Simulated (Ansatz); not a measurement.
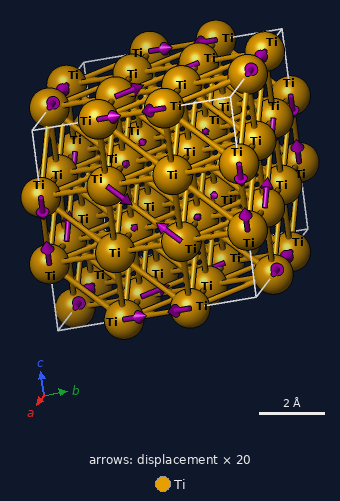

A relaxation of a defect cell of composition Ti. The starting structure is drawn; purple arrows show the displacements, magnified 20 times.

A ball-and-stick model of the cell of the calculation, seen slightly off an axis.

Case: Ti vacancy, atoms relaxed.

These are results of DFT PBE, scalar-relativistic, plane waves, PAW in Ansatz 0.2.0, not measurements. Set-up: plane-wave cutoff 420 eV; k-point mesh 4 × 4 × 4; occupations gaussian; smearing width 0.1 eV; no spin polarisation; atoms relaxed in a fixed cell; force threshold 0.02 eV/Å; at most 50 steps.

What did the optimiser do to the structure, and how much energy did it gain?

Over 2 accepted moves (3 points after the start) the energy falls by 95.2 meV per cell of the calculation. The largest force component goes from 0.19 to 0.01 eV/Å. 1 step only repeated the SCF at the same geometry. The largest moves, 0.051 Å, are those of Ti atoms. The cell doesn't change. Among the contacts that change: Ti–Ti 2.908 → 2.806 Å, Ti–Ti 2.908 → 2.958 Å, Ti–Ti 2.908 → 2.883 Å, Ti–Ti 2.908 → 2.917 Å.
